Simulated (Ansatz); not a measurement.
# Single-point calculation of Si₁₂₈ (part 2 of 2)

Continued. System: Si₁₂₈ (Fd-3m, 128 atoms in the cell). Method: DFT, HSE06, PAW, plane waves (Ansatz 0.2.0); cutoff 420 eV, 1×1×1 k-mesh, Fermi–Dirac smearing of 0.01 eV. The structure was built on a prototype by a generator.

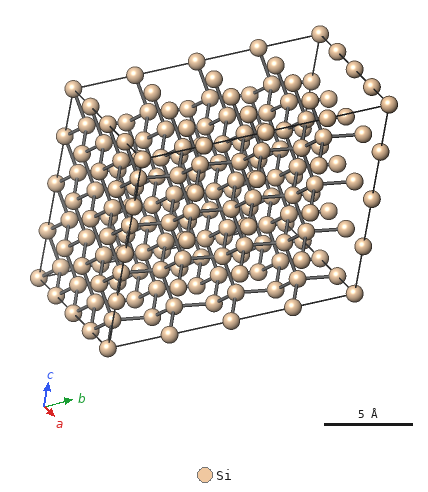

The input geometry (ball-and-stick view of the cell of the calculation, seen slightly off an axis).

**Output, continued**
```
--- Forces (eV/Å), atoms counted from 1 ---
  atom   1  Si     0.00000000    -0.00000000    -0.00000000
  atom   2  Si    -0.00000000     0.00000000    -0.00000000
  atom   3  Si    -0.00000000    -0.00000000    -0.00000000
  atom   4  Si     0.00000000     0.00000000    -0.00000000
  atom   5  Si     0.00000000    -0.00000000    -0.00000000
  atom   6  Si    -0.00000000    -0.00000000    -0.00000000
  atom   7  Si    -0.00000000     0.00000000    -0.00000000
  atom   8  Si     0.00000000     0.00000000    -0.00000000
  atom   9  Si    -0.00000000    -0.00000000    -0.00000000
  atom  10  Si     0.00000000     0.00000000    -0.00000000
  atom  11  Si     0.00000000    -0.00000000    -0.00000000
  atom  12  Si    -0.00000000    -0.00000000    -0.00000000
  atom  13  Si    -0.00000000     0.00000000    -0.00000000
  atom  14  Si     0.00000000     0.00000000    -0.00000000
  atom  15  Si    -0.00000000    -0.00000000    -0.00000000
  atom  16  Si    -0.00000000     0.00000000    -0.00000000
  atom  17  Si    -0.00000000    -0.00000000     0.00000000
  atom  18  Si     0.00000000    -0.00000000     0.00000000
  atom  19  Si    -0.00000000    -0.00000000     0.00000000
  atom  20  Si    -0.00000000     0.00000000     0.00000000
  atom  21  Si    -0.00000000     0.00000000     0.00000000
  atom  22  Si    -0.00000000    -0.00000000     0.00000000
  atom  23  Si    -0.00000000    -0.00000000     0.00000000
  atom  24  Si    -0.00000000    -0.00000000     0.00000000
  atom  25  Si    -0.00000000    -0.00000000     0.00000000
  atom  26  Si    -0.00000000    -0.00000000     0.00000000
  atom  27  Si     0.00000000     0.00000000     0.00000000
  atom  28  Si    -0.00000000    -0.00000000     0.00000000
  atom  29  Si    -0.00000000    -0.00000000     0.00000000
  atom  30  Si     0.00000000     0.00000000     0.00000000
  atom  31  Si     0.00000000     0.00000000     0.00000000
  atom  32  Si    -0.00000000     0.00000000     0.00000000
  atom  33  Si     0.00000000    -0.00000000    -0.00000000
  atom  34  Si     0.00000000    -0.00000000    -0.00000000
  atom  35  Si    -0.00000000     0.00000000    -0.00000000
  atom  36  Si     0.00000000    -0.00000000    -0.00000000
  atom  37  Si    -0.00000000    -0.00000000    -0.00000000
  atom  38  Si     0.00000000     0.00000000    -0.00000000
  atom  39  Si     0.00000000     0.00000000    -0.00000000
  atom  40  Si     0.00000000    -0.00000000    -0.00000000
  atom  41  Si    -0.00000000    -0.00000000    -0.00000000
  atom  42  Si     0.00000000    -0.00000000    -0.00000000
  atom  43  Si    -0.00000000     0.00000000    -0.00000000
  atom  44  Si     0.00000000     0.00000000    -0.00000000
  atom  45  Si    -0.00000000    -0.00000000    -0.00000000
  atom  46  Si    -0.00000000     0.00000000    -0.00000000
  atom  47  Si    -0.00000000    -0.00000000    -0.00000000
  atom  48  Si     0.00000000     0.00000000    -0.00000000
  atom  49  Si    -0.00000000    -0.00000000     0.00000000
  atom  50  Si    -0.00000000     0.00000000     0.00000000
  atom  51  Si    -0.00000000    -0.00000000     0.00000000
  atom  52  Si     0.00000000     0.00000000     0.00000000
  atom  53  Si    -0.00000000    -0.00000000     0.00000000
  atom  54  Si    -0.00000000    -0.00000000     0.00000000
  atom  55  Si    -0.00000000    -0.00000000     0.00000000
  atom  56  Si     0.00000000     0.00000000     0.00000000
  atom  57  Si    -0.00000000    -0.00000000     0.00000000
  atom  58  Si    -0.00000000    -0.00000000    -0.00000000
  atom  59  Si    -0.00000000    -0.00000000     0.00000000
  atom  60  Si    -0.00000000    -0.00000000     0.00000000
  atom  61  Si    -0.00000000    -0.00000000     0.00000000
  atom  62  Si    -0.00000000     0.00000000     0.00000000
  atom  63  Si    -0.00000000    -0.00000000     0.00000000
  atom  64  Si    -0.00000000     0.00000000     0.00000000
  atom  65  Si    -0.00000000    -0.00000000    -0.00000000
  atom  66  Si     0.00000000    -0.00000000    -0.00000000
  atom  67  Si     0.00000000     0.00000000    -0.00000000
  atom  68  Si     0.00000000     0.00000000    -0.00000000
  atom  69  Si     0.00000000    -0.00000000    -0.00000000
  atom  70  Si     0.00000000     0.00000000    -0.00000000
  atom  71  Si     0.00000000    -0.00000000    -0.00000000
  atom  72  Si    -0.00000000    -0.00000000    -0.00000000
  atom  73  Si    -0.00000000    -0.00000000    -0.00000000
  atom  74  Si     0.00000000     0.00000000    -0.00000000
  atom  75  Si     0.00000000    -0.00000000    -0.00000000
  atom  76  Si    -0.00000000    -0.00000000    -0.00000000
  atom  77  Si    -0.00000000     0.00000000    -0.00000000
  atom  78  Si     0.00000000    -0.00000000    -0.00000000
  atom  79  Si    -0.00000000     0.00000000    -0.00000000
  atom  80  Si     0.00000000    -0.00000000    -0.00000000
  atom  81  Si    -0.00000000    -0.00000000     0.00000000
  atom  82  Si     0.00000000    -0.00000000     0.00000000
  atom  83  Si    -0.00000000     0.00000000     0.00000000
  atom  84  Si    -0.00000000    -0.00000000     0.00000000
  atom  85  Si    -0.00000000    -0.00000000     0.00000000
  atom  86  Si    -0.00000000    -0.00000000     0.00000000
  atom  87  Si    -0.00000000     0.00000000    -0.00000000
  atom  88  Si    -0.00000000    -0.00000000     0.00000000
  atom  89  Si     0.00000000     0.00000000     0.00000000
  atom  90  Si    -0.00000000    -0.00000000     0.00000000
  atom  91  Si    -0.00000000     0.00000000     0.00000000
  atom  92  Si     0.00000000    -0.00000000     0.00000000
  atom  93  Si    -0.00000000    -0.00000000     0.00000000
  atom  94  Si     0.00000000    -0.00000000     0.00000000
  atom  95  Si    -0.00000000    -0.00000000     0.00000000
  atom  96  Si    -0.00000000     0.00000000     0.00000000
  atom  97  Si    -0.00000000     0.00000000    -0.00000000
  atom  98  Si     0.00000000    -0.00000000    -0.00000000
  atom  99  Si    -0.00000000    -0.00000000    -0.00000000
  atom 100  Si     0.00000000    -0.00000000    -0.00000000
  atom 101  Si     0.00000000    -0.00000000    -0.00000000
  atom 102  Si     0.00000000     0.00000000    -0.00000000
  atom 103  Si    -0.00000000    -0.00000000    -0.00000000
  atom 104  Si     0.00000000     0.00000000    -0.00000000
  atom 105  Si     0.00000000    -0.00000000    -0.00000000
  atom 106  Si    -0.00000000    -0.00000000    -0.00000000
  atom 107  Si     0.00000000    -0.00000000    -0.00000000
  atom 108  Si    -0.00000000     0.00000000    -0.00000000
  atom 109  Si    -0.00000000     0.00000000    -0.00000000
  atom 110  Si     0.00000000    -0.00000000    -0.00000000
  atom 111  Si    -0.00000000     0.00000000    -0.00000000
  atom 112  Si    -0.00000000     0.00000000    -0.00000000
  atom 113  Si     0.00000000     0.00000000     0.00000000
  atom 114  Si     0.00000000     0.00000000     0.00000000
  atom 115  Si    -0.00000000    -0.00000000     0.00000000
  atom 116  Si     0.00000000    -0.00000000     0.00000000
  atom 117  Si     0.00000000     0.00000000     0.00000000
  atom 118  Si    -0.00000000    -0.00000000     0.00000000
  atom 119  Si    -0.00000000    -0.00000000     0.00000000
  atom 120  Si    -0.00000000     0.00000000     0.00000000
  atom 121  Si    -0.00000000    -0.00000000     0.00000000
  atom 122  Si    -0.00000000    -0.00000000     0.00000000
  atom 123  Si     0.00000000    -0.00000000     0.00000000
  atom 124  Si    -0.00000000    -0.00000000     0.00000000
  atom 125  Si    -0.00000000    -0.00000000     0.00000000
  atom 126  Si    -0.00000000     0.00000000     0.00000000
  atom 127  Si    -0.00000000    -0.00000000     0.00000000
  atom 128  Si    -0.00000000    -0.00000000     0.00000000
  max |Σ_I F_I| component: 9.38e-23 eV/Å
--- Band table (eV) ---
  k-point 0: bands = ["-7.3627", "-6.4768", "-6.4768", "-6.4768", "-6.4768", "-6.4768", "-6.4768", "-6.4768", "-6.4768", "-6.1634", ... 174 levels left out ..., "3.4841", "3.4841", "3.4841", "3.4841", "3.4841", "3.4841", "3.4841", "3.4841", "3.4841", "3.4841", "3.4841", "3.4841", "3.4841", "3.4841", "3.4841", "3.4841", "3.4841", "3.4841", "3.4841", "3.4841", "3.4841", "3.8447", "3.8447", "3.8447", "3.8447", "3.8447", "3.8447", "3.8447", "3.8447",
      "3.8447", "3.8447", "3.8447", "3.8447", "4.4546", "4.4546", "4.4546", "4.4546", "4.4546", "4.4546", "4.4546", "4.4546", "4.4546", "4.4546", "4.4546", "4.4546", "4.5793", "4.5793", "4.5793", "4.5793", "4.5793", "4.5793", "4.5793", "4.5793", "5.0774", "5.0774", "5.0774", "5.0774", "5.0774", "5.0774", "5.0774", "5.0774", "5.0774", "5.0774", "5.0774", "5.0774", "5.0774", "5.0774", "5.0774", "5.0774",
      "5.8876", "5.8876", "5.8876", "7.2026", "7.2026", "7.2026", "7.2026", "7.2026", "7.2026", "7.6590", "7.6590", "7.6590", "7.6590", "7.6590", "7.6590", "8.0732", "8.0732", "8.0732", "8.0732", "8.0732", "8.0732", "8.0732", "8.0732", "8.0732", "8.0732", "8.0732", "8.0732", "8.0732", "8.0732", "8.0732", "8.0732", "8.0732", "8.0732", "8.0732", "8.0732", "8.0732", "8.0732", "8.0732", "8.0732", "8.1654",
      "8.1654", "8.1654", "8.1654", "8.6849", "8.6849", "8.6849", "8.6849", "8.6849", "8.6849", "8.6849", "8.6849", "9.0941", "9.0941", "9.0941", "9.0941", "9.0941", "9.0941", "9.0941", "9.0941", "9.0941", "9.0941", "9.0941", "9.0941", "9.2260", "9.2260", "9.2260", "9.7910", "9.7910", "9.7910", "9.7910", "9.7910", "9.7910", "10.0324", "10.0324", "10.0324", "10.0324", "10.0324", "10.0324", "10.0324", "10.0324",
      "10.2255", "10.2255", "10.2255", "10.2255", "10.2255", "10.2255", "10.2255", "10.2255", "10.2255", "10.2255", "10.2255", "10.2255", "10.2255", "10.2255", "10.2255", "10.2255", "10.2471", "10.9392", "10.9392", "10.9392", "10.9392", "10.9392", "10.9392", "10.9392", "10.9392", "10.9392", "10.9392", "10.9392", "10.9392", "11.1653", "11.1653", "11.1653", "11.1653", "11.1653", "11.1653", "11.1653", "11.1653", "11.1653", "11.1653", "11.1653",
      "11.1653", "11.1653", "11.1653", "11.1653", "11.1653", "11.1653", "11.1653", "11.1653", "11.1653", "11.1653", "11.1653"]
--- Löwdin populations: 128 sites ---
  site symbol       q [e]
     0     Si      3.9616
     1     Si      3.9616
     2     Si      3.9616
     3     Si      3.9616
     4     Si      3.9616
     5     Si      3.9616
     6     Si      3.9616
     7     Si      3.9616
     8     Si      3.9616
     9     Si      3.9616
    10     Si      3.9616
    11     Si      3.9616
    12     Si      3.9616
    13     Si      3.9616
    14     Si      3.9616
    15     Si      3.9616
    16     Si      3.9616
    17     Si      3.9616
    18     Si      3.9616
    19     Si      3.9616
    20     Si      3.9616
    21     Si      3.9616
    22     Si      3.9616
    23     Si      3.9616
    24     Si      3.9616
    25     Si      3.9616
    26     Si      3.9616
    27     Si      3.9616
    28     Si      3.9616
    29     Si      3.9616
    30     Si      3.9616
    31     Si      3.9616
    32     Si      3.9616
    33     Si      3.9616
    34     Si      3.9616
    35     Si      3.9616
    36     Si      3.9616
    37     Si      3.9616
    38     Si      3.9616
    39     Si      3.9616
    40     Si      3.9616
    41     Si      3.9616
    42     Si      3.9616
    43     Si      3.9616
    44     Si      3.9616
    45     Si      3.9616
    46     Si      3.9616
    47     Si      3.9616
    48     Si      3.9616
    49     Si      3.9616
    50     Si      3.9616
    51     Si      3.9616
    52     Si      3.9616
    53     Si      3.9616
    54     Si      3.9616
    55     Si      3.9616
    56     Si      3.9616
    57     Si      3.9616
    58     Si      3.9616
    59     Si      3.9616
    60     Si      3.9616
    61     Si      3.9616
    62     Si      3.9616
    63     Si      3.9616
    64     Si      3.9616
    65     Si      3.9616
    66     Si      3.9616
    67     Si      3.9616
    68     Si      3.9616
    69     Si      3.9616
    70     Si      3.9616
    71     Si      3.9616
    72     Si      3.9616
    73     Si      3.9616
    74     Si      3.9616
    75     Si      3.9616
    76     Si      3.9616
    77     Si      3.9616
    78     Si      3.9616
    79     Si      3.9616
    80     Si      3.9616
    81     Si      3.9616
    82     Si      3.9616
    83     Si      3.9616
    84     Si      3.9616
    85     Si      3.9616
    86     Si      3.9616
    87     Si      3.9616
    88     Si      3.9616
    89     Si      3.9616
    90     Si      3.9616
    91     Si      3.9616
    92     Si      3.9616
    93     Si      3.9616
    94     Si      3.9616
    95     Si      3.9616
    96     Si      3.9616
    97     Si      3.9616
    98     Si      3.9616
    99     Si      3.9616
   100     Si      3.9616
   101     Si      3.9616
   102     Si      3.9616
   103     Si      3.9616
   104     Si      3.9616
   105     Si      3.9616
   106     Si      3.9616
   107     Si      3.9616
   108     Si      3.9616
   109     Si      3.9616
   110     Si      3.9616
   111     Si      3.9616
   112     Si      3.9616
   113     Si      3.9616
   114     Si      3.9616
   115     Si      3.9616
   116     Si      3.9616
   117     Si      3.9616
   118     Si      3.9616
   119     Si      3.9616
   120     Si      3.9616
   121     Si      3.9616
   122     Si      3.9616
   123     Si      3.9616
   124     Si      3.9616
   125     Si      3.9616
   126     Si      3.9616
   127     Si      3.9616
  spilling = 0.009607 (of n_electrons = 512.000000)
```

**Results in brief**

| quantity | value |
| --- | --- |
| outcome | converged |
| space group (tolerance 0.01 Å) | Fd-3m (227) |
| electrons treated | 512 |
| free energy | −81434.6717 eV |
| Fermi energy | 6.542 eV |
| largest force (length of the vector) | under 0.001 eV/Å |
| wall time | 72 s (CPU time 5.8 min) |
| peak memory | 8 GiB |

The k-point mesh is coarse for a cell of this size, so the results may not be converged.
